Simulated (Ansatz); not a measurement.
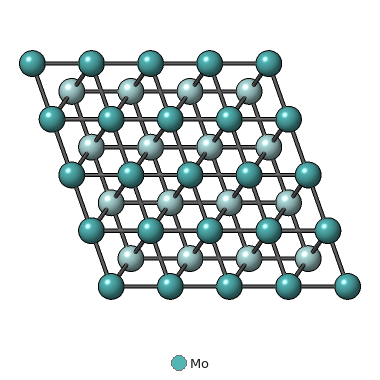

The system is Si on a Mo(110) slab cut from the Im-3m phase, its upper half relaxed before the scan (12 atoms of substrate and one adsorbate in a 2 × 2 cell); the picture shows it without the atoms that are moved over the map. 
- Si is moved over the surface cell; relaxed at each place: the height of the adsorbate's atoms; substrate rigid; the origin of the map has the adsorbate above Mo9.
- Places are given modulo a cell vector. The map is drawn in real space over the plane of the surface.
- The scan uses a 6 × 6 grid; 13 points were computed and 23 follow by symmetry.
- Places are given in fractions of the 1 × 1 surface cell.
- Energies are in eV, from the lowest grid point.
- Method: DFT PBE, scalar-relativistic, plane waves, PAW in Ansatz. Settings: cutoff 420 eV, k-mesh 5×5×1, gaussian smearing 0.1 eV, no spin polarisation.

Range: position of Si13 along the first surface vector from 0.000 to 0.833; position of Si13 along the second surface vector from 0.000 to 0.833.

Question: Predict the map.

Answer: The lowest grid point is at a bridge site between two Mo atoms, over a second-layer Mo atom, (3/6, 3/6) of the cell vectors. No other kind of well shows on this grid. The highest grid point, the top site over a surface Mo atom, (0/6, 0/6) of the cell vectors, lies 1.49 eV above the lowest. On the interpolated surface the easiest way out of the lowest well to its copy in the next cell or period passes a barrier of about 0.71 eV. At the lowest point the adsorbate has 2 Mo at 2.42 Å as nearest neighbours, at the highest 1 Mo at 2.33 Å. Its relaxed height above the top atom is 1.83 Å at the lowest and 2.33 Å at the highest point.

```csv
"second ↓, first →",0/6,1/6,2/6,3/6,4/6,5/6
5/6,1.38,1.23,0.81,0.59,0.97,1.29
4/6,1.03,0.81,0.36,0.24,0.63,0.97
3/6,0.71,0.59,0.24,0.00,0.24,0.59
2/6,1.03,0.97,0.63,0.24,0.36,0.81
1/6,1.38,1.29,0.97,0.59,0.81,1.23
0/6,1.49,1.38,1.03,0.71,1.03,1.38
```

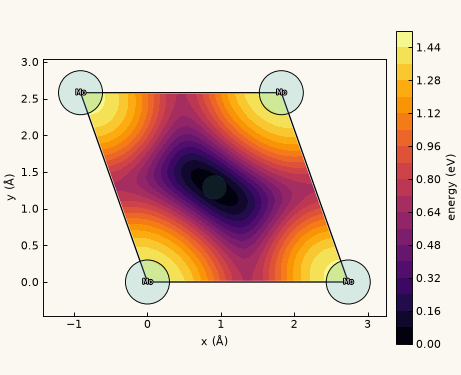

In the figure: filled contours, labelled circles for the atoms of the top layer and small ones for the second layer, the outline of one cell of the plane. Between grid points the surface is interpolated.

Each point was launched as `ansatz run input.yaml --threads 4 --pin off --max-ram 12288MiB --backend cpu --events-out ev --progress --plain --runs-dir out`. Time for the 13 points that were run: 11 min on 4 threads of Arm Neoverse V2, with other jobs on the host.

PAW datasets: the set soft_1.
